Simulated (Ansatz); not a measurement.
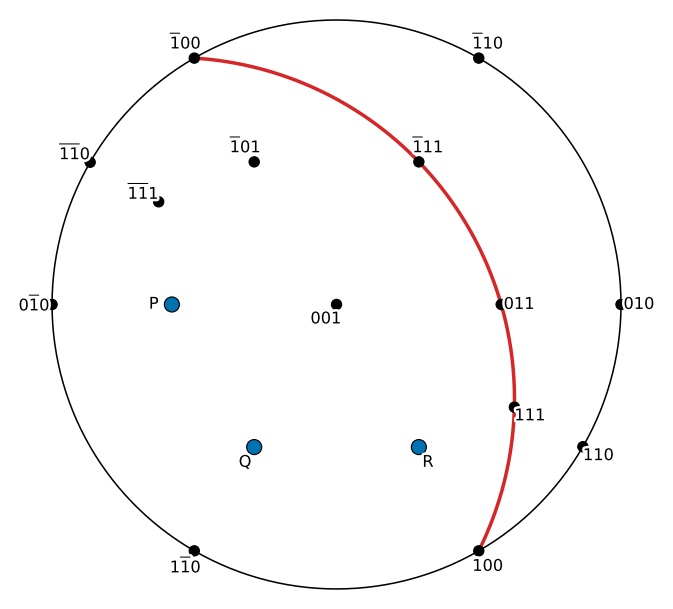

Crystal: Hg, the input geometry of an electronic-structure calculation (not necessarily at equilibrium); the starting structure was generated, so it need not be a known form of this composition. Stereographic projection of plane normals (upper hemisphere) centred on (0 0 1). Geometry calculated from the standardised cell; symmetry tolerance 0.002 Å.

a = 3.565 Å, b = 3.565 Å, c = 5.375 Å, α = 90.00°, β = 90.00°, γ = 120.00°.

Q: Index the poles marked P, Q, R.

A: P is (0 −1 1), in four indices (0 −1 1 1), 60.1° from the centre; Q is (1 −1 1), in four indices (1 −1 0 1), 60.1° from the centre; R is (1 0 1), in four indices (1 0 −1 1), 60.1° from the centre.

Q: Which zone does the coloured great circle trace?

A: The zone [0 1 −1]: its poles satisfy k − l = 0.

Q: What is the angle between the normals of (−1 0 0) and (0 −1 0), and what are their d_hkl = 1/|g|?

A: 60.0°; d = 3.087 Å and 3.087 Å.
